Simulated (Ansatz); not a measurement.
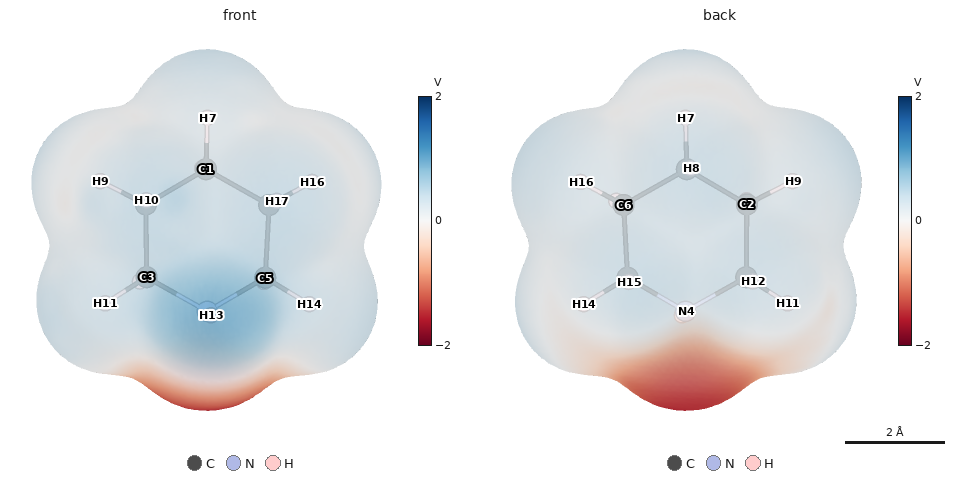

*C5H11N. The electrostatic potential painted on the density surface at 0.001 e/bohr³, seen from the front and from behind; the colour scale runs from red (negative) to blue (positive).*

Geometry: PBE0-D4/def2-TZVP.

Method: Ansatz, RKS PBE0-D4/def2-TZVPP.

The calculation's input:

```
crystal:
  periodic: [false, false, false]
  atoms:
    - {symbol: C, position_ang: [-0.190754, -0.176319, 1.321226]}
    - {symbol: C, position_ang: [1.169231, -0.390366, 0.669866]}
    - {symbol: C, position_ang: [1.005129, -0.783035, -0.794521]}
    - {symbol: N, position_ang: [0.186342, 0.136288, -1.566054]}
    - {symbol: C, position_ang: [-1.106007, 0.371392, -0.945257]}
    - {symbol: C, position_ang: [-1.024623, 0.809296, 0.513224]}
    - {symbol: H, position_ang: [-0.075911, 0.168407, 2.352921]}
    - {symbol: H, position_ang: [-0.719556, -1.136941, 1.370340]}
    - {symbol: H, position_ang: [1.738989, -1.157300, 1.204813]}
    - {symbol: H, position_ang: [1.753367, 0.536914, 0.729315]}
    - {symbol: H, position_ang: [1.978833, -0.876361, -1.283350]}
    - {symbol: H, position_ang: [0.531562, -1.772005, -0.849767]}
    - {symbol: H, position_ang: [0.675915, 1.017713, -1.672293]}
    - {symbol: H, position_ang: [-1.650317, 1.108156, -1.542474]}
    - {symbol: H, position_ang: [-1.676626, -0.564506, -1.007431]}
    - {symbol: H, position_ang: [-2.030387, 0.903905, 0.935677]}
    - {symbol: H, position_ang: [-0.565195, 1.804770, 0.563766]}
basis:
  gaussian: {orbitals: def2-TZVPP}
hamiltonian: {xc: pbe0, dispersion: d4}
output: {orbitals: {seedname: orbitals}}
```

Launched as:

```sh
ansatz run in.yaml --threads 2 --pin off --events-out ev --progress --plain --max-ram 22528MiB --backend cuda --devices 0, --max-vram 18GiB
```

> Describe the electrostatic potential map.

The most negative region (about −1.5 V, or −35 kcal/mol for a unit charge) lies over N4, the most positive (about +1.0 V, or +23 kcal/mol for a unit charge) over H13. N4 is the likeliest acceptor of a hydrogen bond.
